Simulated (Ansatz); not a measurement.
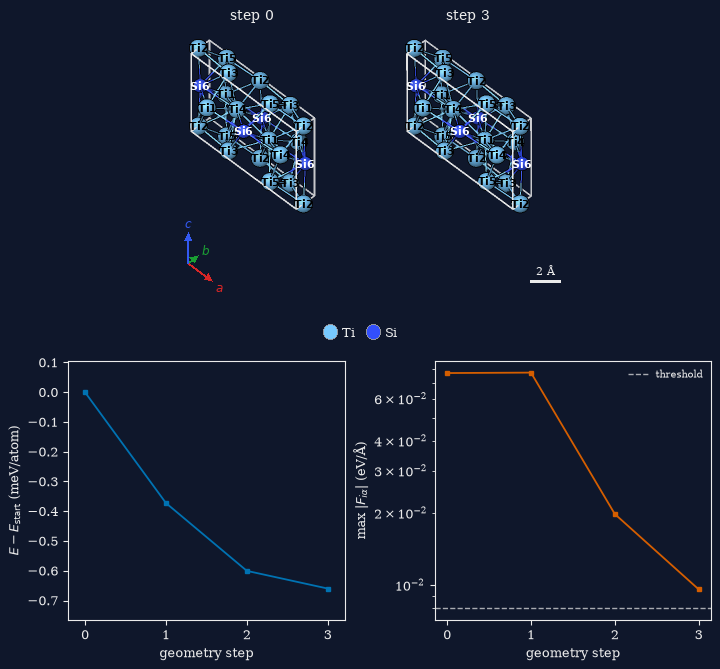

First and last geometry of a relaxation of crystalline Ti5Si (set up in C2), with the history of the run. A ball-and-stick model of the conventional cell (2 times the calculation's cell), seen slightly off an axis. Lengths and directions refer to the drawn axes.

Case: biaxial strain in the a-b plane of -1.5 %; c and atoms relaxed.

Computed with DFT PBE, scalar-relativistic, plane waves, PAW in Ansatz 0.2.0. Settings: plane-wave cutoff 420 eV; k-point mesh 12 × 12 × 12; occupations gaussian; smearing width 0.1 eV; no spin polarisation; cell relaxed at fixed a, b, gamma; force threshold 0.008 eV/Å; at most 40 steps.

**Did the run converge, and what did it change?**

The run was cut off at its time limit before the relaxation converged, so the last structure is only a point on the way. The energy falls by 0.7 meV per atom in 3 geometry steps. Largest force component: 0.077 eV/Å at the start, 0.0096 eV/Å at the end. The pressure goes from 2.87 to 2.53 GPa. The largest moves relative to the cell, 0.023 Å, are those of Ti1 and Ti4. Ti4 goes roughly along [1 −2 1]. Largest moves by element: Ti 0.023 Å, Si 0.005 Å. The drawn cell changes as follows: a 8.803 → 8.846 Å (+0.5 %), b unchanged at 4.973 Å, c 5.309 → 5.297 Å (−0.2 %); the volume changes by +0.3 %. Some distances before and after: Ti1–Si6 2.938 → 2.964 Å, Ti1–Ti5 2.838 → 2.816 Å, Ti1–Si6 (another image) 2.895 → 2.875 Å, Ti1–Si6 (another image) 2.895 → 2.914 Å. The space group stays C2 (No. 5).
